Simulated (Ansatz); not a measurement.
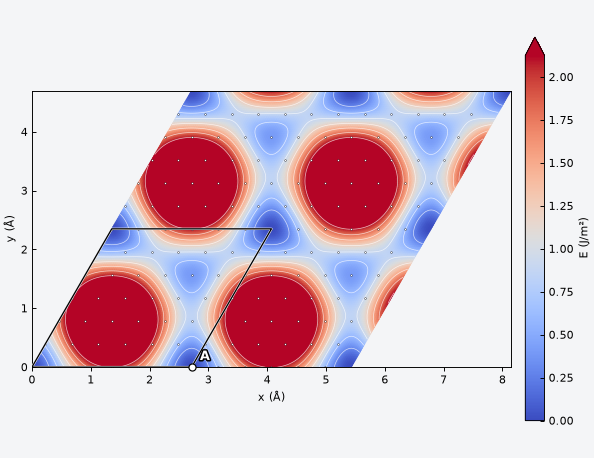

Ir (Fm-3m, No. 225; 6 atoms in the cell). 
- The crystal above one (1 1 1) plane is slid rigidly over the crystal below it (one fault a cell, nothing relaxed).
- Places are given modulo a cell vector. The map is drawn in real space over the plane of the slide.
- The scan uses a 6 × 6 grid; 10 points were computed and 26 follow by symmetry.
- Energies are in J/m², from the lowest grid point.
- The reference cell is the one listed in the database, not relaxed at this level.
- Theory: DFT PBEsol, scalar-relativistic, plane waves, PAW in Ansatz. Settings: cutoff 420 eV, k-mesh 20×20×4 in the order of the run's cell vectors, gaussian smearing 0.15 eV, no spin polarisation.

The picture shows a smooth colour map with a few white contour lines, dots at the grid points, the outline of one cell of the 2 × 2 shown, one colour for all values above the top of the scale, the point A. Between grid points the surface is interpolated.

### Find the lowest pass out of the well at A.

The easiest path leads from the well at (0/6, 0/6) of the cell vectors to the well at (4/6, 4/6) of the cell vectors, about 0.4 J/m² higher. Its highest point lies about 0.85 J/m² above the bottom of the first well on the interpolated surface, at about (0.82, 0.37) of the cell vectors. Seen from the upper well the barrier is about 0.45 J/m². The start is the relaxed structure and all else is held, so a fully relaxed path at this level can only be lower.

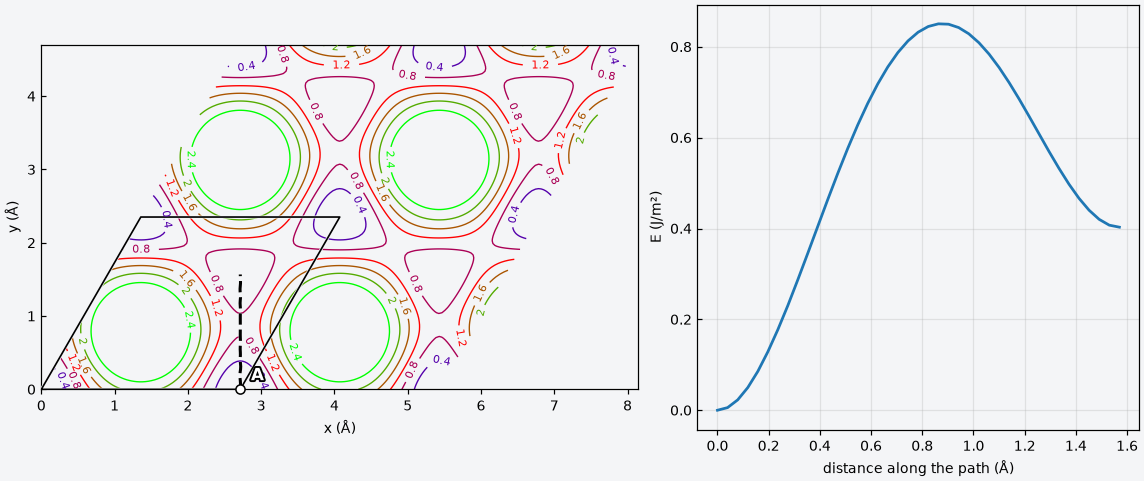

In the figure: contour lines labelled in J/m² (none above 2.4), a line along the lowest path, the outline of one cell of the 2 × 2 shown, the energy along the path at the right. Between grid points the surface is interpolated.
